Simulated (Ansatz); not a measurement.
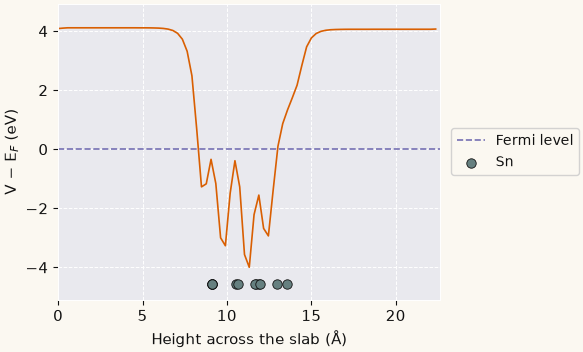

Plane-averaged electrostatic potential energy of an electron across the slab; circles at the bottom mark the heights of the atoms.

This input was run:

```
crystal:
  lattice:
    - [9.2964173513, 0.0, 0.0]
    - [0.0, 6.5735597498, 0.0]
    - [0.0, 0.0, 22.6482086756]
  atoms:
    - { symbol: Sn, position: [0.25, 0.0, 0.3532288188] }
    - { symbol: Sn, position: [0.75, 0.0, 0.3532288188] }
    - { symbol: Sn, position: [0.5, 0.25, 0.3532288188] }
    - { symbol: Sn, position: [0.0, 0.25, 0.3532288188] }
    - { symbol: Sn, position: [0.5552698972, 0.6471337724, 0.4160608589] }
    - { symbol: Sn, position: [-0.0629942337, 0.6356635313, 0.4208885233] }
    - { symbol: Sn, position: [0.7515514815, 0.5121165578, 0.5230129244] }
    - { symbol: Sn, position: [0.2432220098, 0.7572865083, 0.4666469353] }
    - { symbol: Sn, position: [0.9198641835, 0.091973658, 0.4741779676] }
    - { symbol: Sn, position: [0.4930795226, -0.2052690323, 0.5491158144] }
    - { symbol: Sn, position: [0.2602371357, 0.2601857078, 0.4644014917] }
    - { symbol: Sn, position: [0.5982044398, 0.1439834206, 0.4768022642] }
basis:
  ecutwfc: 420
kpoints:
  mp_grid: { grid: [2, 3, 1] }
hamiltonian:
  xc: pbe
  dispersion: d3bj
scf:
  occupations: { method: gaussian, width: 0.1 }
output:
  forces: true
  eigenvalues: true
  write_density: true
  volumetric_format: npy
efield:
  axis: 3
  dipole_correction: true
  ramp_width: 0.04
```

Launched with:
```bash
ansatz run input.yaml --threads 4 --pin off --max-ram 10240MiB --backend cpu --events-out ev --progress --plain --runs-dir out
```

**What is the work function?**

The work function is 4.06 eV, the same on both faces. The two vacuum levels agree, so the slab has no net dipole along its normal.

**How thick are slab and vacuum?**

The outermost atoms are 4.4 Å apart, which leaves 18.2 Å of vacuum in a cell 22.6 Å high.

The atoms aren't at rest in this cell (largest force 0.9 eV/Å), so the relaxed material can differ.
